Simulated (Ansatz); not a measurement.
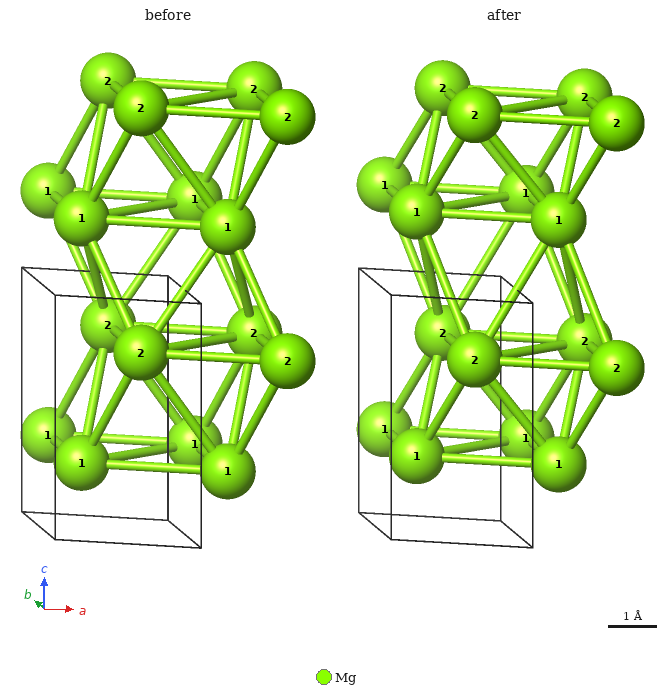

Left: a symmetric starting cell of Mg. Right: the same structure after one change, at the same scale. Style: ball-and-stick. Shown: the cell of the calculation, repeated 2 × 2 × 2 with one cell outlined, slightly off an axis.

Method: DFT PBE, scalar-relativistic, plane waves, PAW (Ansatz). (plane-wave cutoff 420 eV; k-point mesh 15 × 15 × 8; occupations gaussian; smearing width 0.1 eV; no spin polarisation)

### Which change leads from the left to the right?

The cell is strained by +0.1 % along c and −2.9 % across it (volume −5.7 %) and atoms are displaced by 0.15 Å relative to the cell: Mg1 0.15 Å along +c. No relaxation follows. The starting cell wasn't computed here and needn't be at equilibrium, so pressure and forces aren't due to the change alone.

### What does the change do?

The pressure is 3.2 GPa (not all of it need come from the change, since the unchanged cell can be under pressure at this level too). The principal stresses (compression positive) are 2.6 GPa along c and 3.5 GPa across it. The largest forces, 0.91 eV/Å, act on Mg1 and Mg2; on Mg1 it points along −c. The forces point straight back along the displacements (cosine −1.00). Some distances before and after: Mg–Mg 3.197 → 2.925 to 3.419 Å, Mg–Mg 3.209 → 3.115 Å. The space group (tolerance 0.01 Å) goes from P6_3/mmc (No. 194) to P-3m1 (No. 164).
